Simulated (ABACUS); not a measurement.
**Run report: CuI, band-structure run (part 2 of 2)**

CuI (F-43m, 2 atoms in the cell); Kohn-Sham DFT of a periodic cell, LDA, GBRV ultrasoft 1.5 LDA, no spin polarisation (ABACUS 3.10.1); cutoff 544.23 eV, 6×6×6 k-mesh, fermi-dirac of 0.05 eV. The structure derives from an entry of the Crystallography Open Database.

Geometry of the input (Å; fractional positions):
```
0.0000  3.0315  3.0315
3.0315  0.0000  3.0315
3.0315  3.0315  0.0000
I  0.0000  0.0000  0.0000
Cu 0.7500  0.7500  0.7500
```

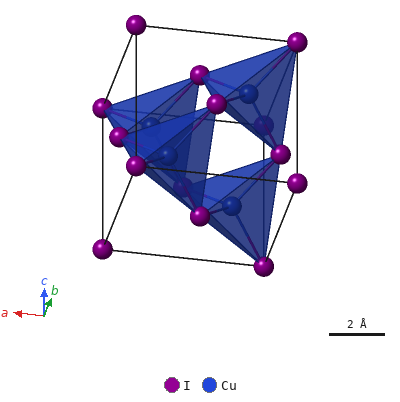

*The input geometry (polyhedral view of the cell 4 times as large as that of the calculation, set on its symmetry axes, seen at an oblique angle; polyhedra are completed across the faces of the cell).*

Output, continued:
```
 number of pseudo atomic orbitals for Cu is 5
WARNING: norm of atomic wavefunction # 5 of atomic type Cu is 0.999963, renormalized

 -------------------------------------------
 SELF-CONSISTENT
 -------------------------------------------
                                 init_chg = atomic

 PW ALGORITHM --------------- ION=   1  ELEC=   1--------------------------------

 Density error is 1.50208644718
                          Error Threshold = 0.01
----------------------------------------------------------
     Energy           Rydberg                 eV
----------------------------------------------------------
 E_KohnSham     -467.2682815289      -6357.5111234612
 E_Harris       -497.3001268359      -6766.1153410916
 E_Fermi        0.6021669006         8.1929009948
----------------------------------------------------------

 PW ALGORITHM --------------- ION=   1  ELEC=   2--------------------------------

 Density error is 4.51800860775
                          Error Threshold = 0.00577725556606
----------------------------------------------------------
     Energy           Rydberg                 eV
----------------------------------------------------------
 E_KohnSham     -467.7833738500      -6364.5193140244
 E_Harris       -416.7372521681      -5670.0011983485
 E_Fermi        0.3842042269         5.2273666816
----------------------------------------------------------

 PW ALGORITHM --------------- ION=   1  ELEC=   3--------------------------------

 Density error is 0.189901210508
                          Error Threshold = 0.00577725556606
----------------------------------------------------------
     Energy           Rydberg                 eV
----------------------------------------------------------
 E_KohnSham     -468.2480594862      -6370.8416864552
 E_Harris       -456.7835319671      -6214.8587873180
 E_Fermi        0.4417897169         6.0108574671
----------------------------------------------------------

 PW ALGORITHM --------------- ION=   1  ELEC=   4--------------------------------

 Density error is 0.0410672600432
                          Error Threshold = 0.000730389271184
----------------------------------------------------------
     Energy           Rydberg                 eV
----------------------------------------------------------
 E_KohnSham     -468.2450139522      -6370.8002498388
 E_Harris       -462.9198306127      -6298.3474135281
 E_Fermi        0.4654021447         6.3321210299
----------------------------------------------------------

 PW ALGORITHM --------------- ION=   1  ELEC=   5--------------------------------

 Density error is 0.000420442983299
                          Error Threshold = 0.000157951000166
----------------------------------------------------------
     Energy           Rydberg                 eV
----------------------------------------------------------
 E_KohnSham     -468.2514750002      -6370.8881569069
 E_Harris       -467.7982082809      -6364.7211468111
 E_Fermi        0.4867128943         6.6220686525
----------------------------------------------------------

 PW ALGORITHM --------------- ION=   1  ELEC=   6--------------------------------

 Density error is 8.79751557567e-06
                          Error Threshold = 1.6170883973e-06
----------------------------------------------------------
     Energy           Rydberg                 eV
----------------------------------------------------------
 E_KohnSham     -468.2516376320      -6370.8903696268
 E_Harris       -468.2966789064      -6371.5031876035
 E_Fermi        0.4881640313         6.6418123840
----------------------------------------------------------

 PW ALGORITHM --------------- ION=   1  ELEC=   7--------------------------------

 Density error is 6.17881098756e-05
                          Error Threshold = 3.3836598368e-08
----------------------------------------------------------
     Energy           Rydberg                 eV
----------------------------------------------------------
 E_KohnSham     -468.2516298157      -6370.8902632804
 E_Harris       -468.0481627836      -6368.1219522889
 E_Fermi        0.4874296221         6.6318202340
----------------------------------------------------------

 PW ALGORITHM --------------- ION=   1  ELEC=   8--------------------------------

 Density error is 1.91094081184e-06
                          Error Threshold = 3.3836598368e-08
----------------------------------------------------------
     Energy           Rydberg                 eV
----------------------------------------------------------
 E_KohnSham     -468.2516405928      -6370.8904099107
 E_Harris       -468.2876642976      -6371.3805375590
 E_Fermi        0.4882926989         6.6435629964
----------------------------------------------------------

 PW ALGORITHM --------------- ION=   1  ELEC=   9--------------------------------

 Density error is 1.62559726828e-06
                          Error Threshold = 7.34977235325e-09
----------------------------------------------------------
     Energy           Rydberg                 eV
----------------------------------------------------------
 E_KohnSham     -468.2516410234      -6370.8904157685
 E_Harris       -468.2180162969      -6370.4329278940
 E_Fermi        0.4880157786         6.6397953034
----------------------------------------------------------

 PW ALGORITHM --------------- ION=   1  ELEC=  10--------------------------------

 Density error is 5.2585460679e-10
                          Error Threshold = 6.2522971857e-09
----------------------------------------------------------
     Energy           Rydberg                 eV
----------------------------------------------------------
 E_KohnSham     -468.2516412657      -6370.8904190658
 E_KS(sigma->0) -468.2516412032      -6370.8904182147
 E_Harris       -468.2521659572      -6370.8975578590
 E_band         -39.7156060578       -540.3585419091
 E_one_elec     -417.2743771815      -5677.3091590699
 E_Hartree      217.4455192139       2958.4980658771
 E_xc           -85.7367738895       -1166.5086530343
 E_Ewald        -182.6860092835      -2485.5706711365
 E_entropy(-TS) -0.0000001251        -0.0000017021
 E_descf        0.0000000000         0.0000000000
 E_exx          0.0000000000         0.0000000000
 E_Fermi        0.4881588752         6.6417422320
----------------------------------------------------------

 charge density convergence is achieved
 final etot is -6370.8904191 eV
 EFERMI = 6.641742232 eV
The vacuum level is 9.655342614 eV

 STATE ENERGY(eV) AND OCCUPATIONS    NSPIN == 1
 1/4 kpoint (Cartesian) = 0.0000 0.0000 0.0000 (1639 pws)
       1       -104.500     0.00925926
       2       -62.3761     0.00925926
       3       -62.3761     0.00925926
       4       -62.3761     0.00925926
       5       -7.90914     0.00925926
       6        2.50482     0.00925926
       7        2.50482     0.00925926
       8        2.50482     0.00925926
       9        4.24005     0.00925926
      10        4.24005     0.00925926
      11        6.14933     0.00925877
      12        6.14933     0.00925877
      13        6.14933     0.00925877
      14        7.07402    1.62864e-06
      15        11.0033    1.20951e-40
      16        11.0033    1.20951e-40
      17        11.0033    1.20951e-40
      18        14.1225    9.76296e-68
      19        15.9502    1.30008e-83
      20        15.9502    1.30008e-83
      21        16.9264        0.00000
      22        16.9264        0.00000
      23        16.9264        0.00000

 2/4 kpoint (Cartesian) = 0.027489 0.027489 0.027489 (1591 pws)
       1       -104.500      0.0740741
       2       -62.3761      0.0740741
       3       -62.3760      0.0740741
       4       -62.3760      0.0740741
       5       -7.78414      0.0740741
       6        1.99730      0.0740741
       7        2.51614      0.0740741
       8        2.51614      0.0740741
       9        4.23102      0.0740741
      10        4.23102      0.0740741
      11        5.23298      0.0740741
      12        5.95129      0.0740740
      13        5.95129      0.0740740
      14        8.05511    3.92056e-14
      15        10.9486    2.89127e-39
      16        11.3534    8.80485e-43
      17        11.3534    8.80485e-43
      18        14.9887    2.33693e-74
      19        14.9887    2.33693e-74
      20        15.1300    1.38502e-75
      21        16.6047    2.15183e-88
      22        18.9262        0.00000
      23        18.9262        0.00000

 3/4 kpoint (Cartesian) = 0.054978 0.054978 0.054978 (1609 pws)
       1       -104.500      0.0740741
       2       -62.3761      0.0740741
       3       -62.3761      0.0740741
       4       -62.3761      0.0740741
       5       -7.51004      0.0740741
       6        1.02270      0.0740741
       7        2.53160      0.0740741
       8        2.53160      0.0740741
       9        4.24153      0.0740741
      10        4.24153      0.0740741
      11        4.53600      0.0740741
      12        5.59696      0.0740741
      13        5.59696      0.0740741
      14        8.25483    7.22069e-16
      15        11.6143    4.77116e-45
      16        11.6143    4.77116e-45
      17        12.4315    3.80647e-52
      18        14.6447    2.27541e-71
      19        15.4700    1.54190e-78
      20        15.4700    1.54190e-78
      21        19.3292        0.00000
      22        21.0007        0.00000
      23        21.0007        0.00000

 4/4 kpoint (Cartesian) = 0.082467 0.082467 0.082467 (1622 pws)
       1       -104.500      0.0370370
       2       -62.3762      0.0370370
       3       -62.3761      0.0370370
       4       -62.3761      0.0370370
       5       -7.35806      0.0370370
       6       0.554953      0.0370370
       7        2.53525      0.0370370
       8        2.53525      0.0370370
       9        4.26759      0.0370370
      10        4.26759      0.0370370
      11        4.30960      0.0370370
      12        5.42497      0.0370370
      13        5.42497      0.0370370
      14        8.16784    2.05648e-15
      15        11.5485    8.89244e-45
      16        11.5485    8.89244e-45
      17        13.3807    1.08421e-60
      18        15.0893    1.56249e-75
      19        17.1832        0.00000
      20        17.1832        0.00000
      21        18.4683        0.00000
      22        18.4683        0.00000
      23        18.5113        0.00000

------------------------------------------------------------------------------------------
 TOTAL-FORCE (eV/Angstrom)
------------------------------------------------------------------------------------------
                        I1         0.0000000000         0.0000000000         0.0000000000
                       Cu1         0.0000000000         0.0000000000         0.0000000000
------------------------------------------------------------------------------------------

----------------------------------------------------------------
 TOTAL-STRESS (KBAR)
----------------------------------------------------------------
       -44.7497896164         0.0000000000        -0.0000000000
         0.0000000000       -44.7497896164        -0.0000000000
         0.0000000000        -0.0000000000       -44.7497896164
----------------------------------------------------------------
 TOTAL-PRESSURE: -44.749790 KBAR

 --------------------------------------------
 !FINAL_ETOT_IS -6370.8904190657667641 eV
 --------------------------------------------
```

Standard output:
```
ABACUS v3.10.1

,Local thread limit: 128
               Atomic-orbital Based Ab-initio Computation at UStc

%%%%%%%%%%%%%%%%%%%%%%%%%%%%%%%%%%%%%%%%%%%%%%%%%%%%%%%%%%%%%%%%%%%%%%%%%%%%%%%%%%%%%%%%%%%%%%%%%%%%%%%%%
 Warning: the number of valence electrons in pseudopotential > 11 for Cu: [Ar] 3d10 4s1
 Pseudopotentials with additional electrons can yield (more) accurate outcomes, but may be less efficient.
 If you're confident that your chosen pseudopotential is appropriate, you can safely ignore this warning.
%%%%%%%%%%%%%%%%%%%%%%%%%%%%%%%%%%%%%%%%%%%%%%%%%%%%%%%%%%%%%%%%%%%%%%%%%%%%%%%%%%%%%%%%%%%%%%%%%%%%%%%%%

 UNIFORM GRID DIM        : 36 * 36 * 36
 UNIFORM GRID DIM(BIG)   : 48 * 48 * 48
 UNIFORM GRID DIM(DENSE) : 48 * 48 * 48
 ---------------------------------------------------------
 Self-consistent calculations for electrons
 ---------------------------------------------------------
 SPIN    KPOINTS         PROCESSORS  THREADS
 1       16              4           4
 ---------------------------------------------------------
 Use plane wave basis
 ---------------------------------------------------------
 ELEMENT NATOM       XC
 I       1
 Cu      1
 ---------------------------------------------------------
 Initial plane wave basis and FFT box
 ---------------------------------------------------------
 -------------------------------------------
 SELF-CONSISTENT :
 -------------------------------------------
 START CHARGE      : atomic
 ITER       ETOT/eV          EDIFF/eV         DRHO     TIME/s
 DA1     -6.35751112e+03   0.00000000e+00   1.5021e+00   1.17
 DA2     -6.36451931e+03  -7.00819056e+00   4.5180e+00   1.08
 DA3     -6.37084169e+03  -6.32237243e+00   1.8990e-01   0.97
 DA4     -6.37080025e+03   4.14366164e-02   4.1067e-02   1.01
 DA5     -6.37088816e+03  -8.79070680e-02   4.2044e-04   1.03
 DA6     -6.37089037e+03  -2.21271993e-03   8.7975e-06   1.14
 DA7     -6.37089026e+03   1.06346402e-04   6.1788e-05   1.14
 DA8     -6.37089041e+03  -1.46630329e-04   1.9109e-06   1.06
 DA9     -6.37089042e+03  -5.85773706e-06   1.6256e-06   1.03
 DA10    -6.37089042e+03  -3.29729970e-06   5.2585e-10   0.94
----------------------------------------------------------------
 TOTAL-STRESS (KBAR)
----------------------------------------------------------------
       -44.7497896164         0.0000000000        -0.0000000000
         0.0000000000       -44.7497896164        -0.0000000000
         0.0000000000        -0.0000000000       -44.7497896164
----------------------------------------------------------------
 TOTAL-PRESSURE: -44.749790 KBAR
```

Summary:

```json
{"quantity": "outcome", "value": "converged"}
{"quantity": "space group (tolerance 0.01 Å)", "value": "F-43m (216)"}
{"quantity": "electrons treated", "value": "26"}
{"quantity": "free energy", "value": "−6370.8904 eV"}
{"quantity": "Fermi energy of the self-consistent step", "value": "6.642 eV"}
{"quantity": "gap on the k-point mesh", "value": "0.92 eV"}
{"quantity": "pressure", "value": "−4.47 GPa"}
{"quantity": "largest force (length of the vector)", "value": "under 0.001 eV/Å"}
{"quantity": "hardware", "value": "4 threads of Intel Xeon @ 2.90GHz (Ice Lake), 16 GiB of memory available, shared host"}
{"quantity": "wall time", "value": "27 s (CPU time 1.8 min)"}
{"quantity": "peak memory", "value": "0.76 GiB"}
```
